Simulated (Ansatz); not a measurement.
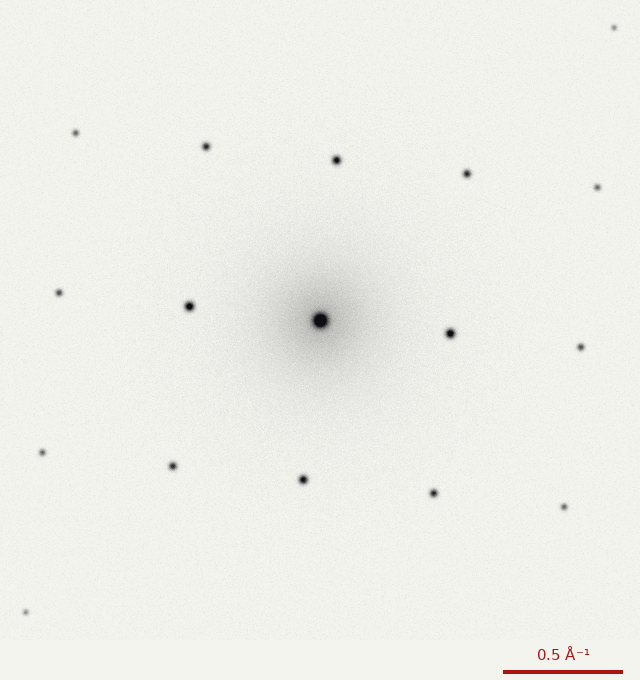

Kinematic zone-axis pattern, calculated for 200 keV electrons with B = 0.3 Å².

Q: Describe the geometry of this pattern.

A: The spots form a rectangular net whose two shortest vectors correspond to d = 1.81 Å and 1.48 Å, 90.0° apart.

Q: What is the point symmetry of the pattern, intensities included?

A: 2mm. A zero-layer kinematic pattern is always centrosymmetric (Friedel's law).

Q: What was simulated?

A: This cannot be fixed from one zone alone; the pattern is [211] of Rh, space group Pm-3m (No. 221), a = 2.556 Å. The net vectors are 0 -1 1 and -1 1 1. Structure: the end point of a relaxation with DFT, RPBE, plane waves (420 eV) with PAW, scalar-relativistic in Ansatz; the starting structure was generated, so it need not be a known form of this composition.
